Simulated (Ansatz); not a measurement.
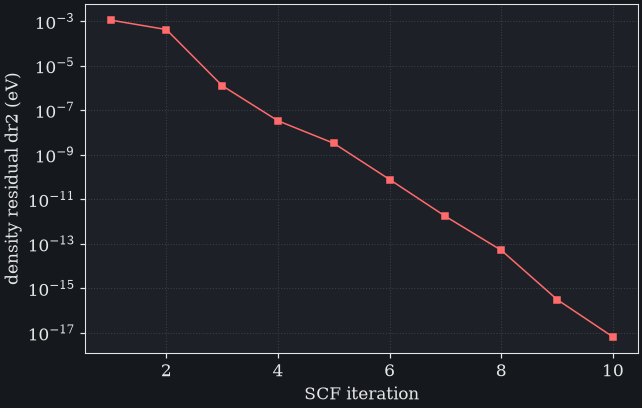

The plot shows the SCF iterations of a calculation: density residual dr2. The starting density is a sum of atomic densities corrected by a trained network.

Ir (2 atoms in the cell), run with Ansatz.

```
crystal:
  lattice:
    - [1.8772665207, 1.8772665207, 0.0]
    - [-1.8772665207, 1.8772665207, 0.0]
    - [0.0, 0.0, 3.7545330414]
  atoms:
    - { symbol: Ir, position: [0.0, 0.0, 0.0] }
    - { symbol: Ir, position: [0.5, 0.5, 0.5] }
basis:
  ecutwfc: 420
kpoints:
  mp_grid: { grid: [18, 18, 14] }
hamiltonian:
  xc: pbe
scf:
  occupations: { method: gaussian, width: 0.1 }
  convergence: { dr2_threshold: 1.0e-16 }
  max_iter: 75
output:
  forces: true
  eigenvalues: true
  stress: true
```

Command:
```bash
ansatz run input.yaml --threads 1 --pin off --max-ram 2560MiB --backend cpu --events-out ev --progress --plain --runs-dir out
```

### Did the calculation converge?

It converged, after 10 iterations. The residual falls at every step.

### Is anything amiss with this input?

The input holds an odd setting (a threshold meant to be out of reach), but it does no harm here: the energy lies within 1 meV per atom of a run with usual settings.
